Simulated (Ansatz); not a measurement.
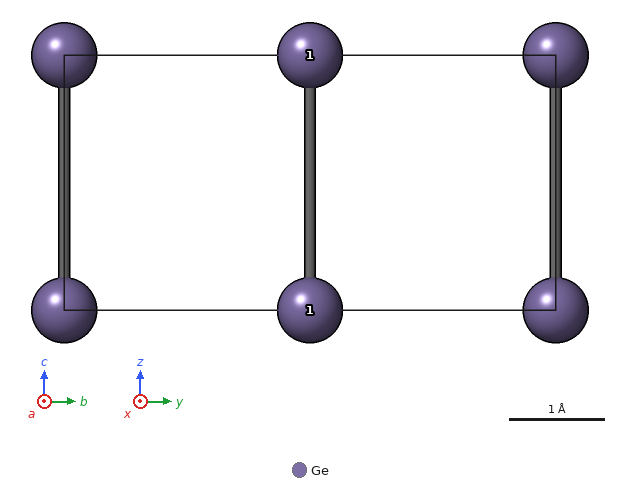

A crystal of Ge (Cmmm): the ratio of the cell's length along z to its lengths across, counted as 1 for the reference, is changed at fixed volume (a c/a path), with the atoms kept at their fractional coordinates. x, y and z are the Cartesian axes of the input. The picture shows the reference cell. Style: ball-and-stick. Shown: the conventional cell (2 times the calculation's cell), along the a axis. Lengths and directions refer to the drawn axes.

The calculation used DFT PBEsol, scalar-relativistic, plane waves, PAW in Ansatz. (plane-wave cutoff 420 eV; k-point mesh 22 × 22 × 20; occupations gaussian; smearing width 0.15 eV; no spin polarisation). Energies (free energies at the smearing named) are counted from the cell as listed in its source, which wasn't relaxed.

```xyz
1
Lattice="1.3971 -2.6005 0.0000 1.3971 2.6005 0.0000 0.0000 0.0000 2.6982" Properties=species:S:1:pos:R:3 pbc="T T T"
Ge    1.3971    0.0000    0.0000
```

### What energies does the calculation give (the relative ratio: 0.80, 0.85, 0.92, 0.96, 1.00, 1.05, 1.10, 1.20, 1.30)?

```tsv
axial ratio over its reference value	energy change (meV/atom)
0.80	360
0.85	181
0.92	44
0.96	10
1.00	0
1.05	15
1.10	52
1.20	167
1.30	317
```

The lowest computed point lies at the relative ratio 1.00 (0 meV/atom). The unrelaxed reference is under a pressure of −4.2 GPa. The distortion keeps the space group Cmmm. At the relative ratio 1.30 the cell of the drawing goes a 2.794 → 2.560 Å, b 5.201 → 4.765 Å, c 2.698 → 3.214 Å.
